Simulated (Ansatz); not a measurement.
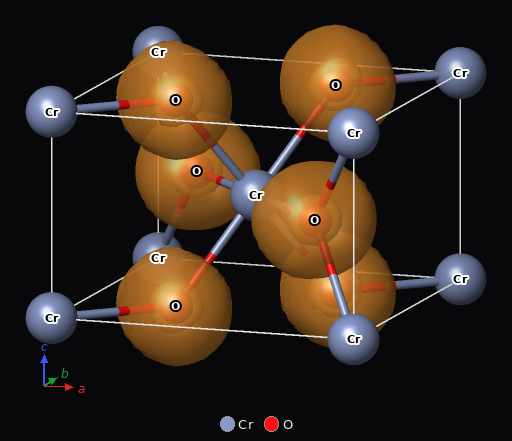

*CrO2. Isosurface of the electron localisation function at 0.7 (orange), seen slightly off an axis. Core shells and regions of very low density are left out. Sticks mark near contacts.*

Space group P4₂/mnm; spin-polarised.

Computed with DFT PBE, scalar-relativistic, plane waves, PAW in Ansatz 0.2.0.

In a PAW calculation such maps are meaningful between the atoms, not at the nuclei.

Input file:

```
crystal:
  lattice:
    - [4.4443458185, 0.0, 0.0]
    - [0.0, 4.4443458185, 0.0]
    - [0.0, 0.0, 2.920994365]
  atoms:
    - { symbol: Cr, position: [0.0, 0.0, 0.0], spin: 1.92 }
    - { symbol: Cr, position: [0.5, 0.5, 0.5], spin: 1.92 }
    - { symbol: O, position: [0.303593722, 0.303593722, 0.0] }
    - { symbol: O, position: [0.196406278, 0.803593722, 0.5] }
    - { symbol: O, position: [0.696406278, 0.696406278, 0.0] }
    - { symbol: O, position: [0.803593722, 0.196406278, 0.5] }
basis:
  ecutwfc: 420
kpoints:
  mp_grid: { grid: [8, 8, 12] }
  band_path:
    path:
      - [[0.0, 0.0, 0.0], [0.0, 0.5, 0.0], [0.5, 0.5, 0.0], [0.0, 0.0, 0.0], [0.0, 0.0, 0.5], [0.0, 0.5, 0.5], [0.5, 0.5, 0.5], [0.0, 0.0, 0.5]]
      - [[0.0, 0.5, 0.0], [0.0, 0.5, 0.5]]
      - [[0.5, 0.5, 0.0], [0.5, 0.5, 0.5]]
    npoints: 14
hamiltonian:
  xc: pbe
scf:
  occupations: { method: gaussian, width: 0.1 }
  n_extra_bands: 15
output:
  forces: true
  stress: true
  eigenvalues: true
  populations: true
  dos: { projected: true, de: 0.02, nscf_kmesh: { grid: [12, 12, 18] } }
  bader: true
  write_density: true
  write_potential: true
  elf: true
  volumetric_format: npy
magnetization:
  spin_polarized: true
checkpoint:
  read: start.run
  write: ck
  compress: false
  write_wavefunctions: false
  write_every: 100000
```

Launched as:

```sh
ansatz run input.yaml --threads 2 --pin off --max-ram 5120MiB --backend cpu --events-out ev --progress --plain --runs-dir out
```

Below, planes, directions and counts refer to the conventional cell (a = 4.44 Å, b = 4.44 Å, c = 2.92 Å, α = 90.00°, β = 90.00°, γ = 90.00°).

> Where are the electrons localised?

The surface consists of four regions wrapped around O (the valence shell of each), counted in one cell of 6 atoms. Regions shared between cells count once. Profiles from the grid: Cr–O (1.91 Å): the ELF peaks at about 0.85 in the valence shell of O, 0.6 Å from its nucleus, and is about 0.20 at the midpoint; no shared electron pair shows on this line.
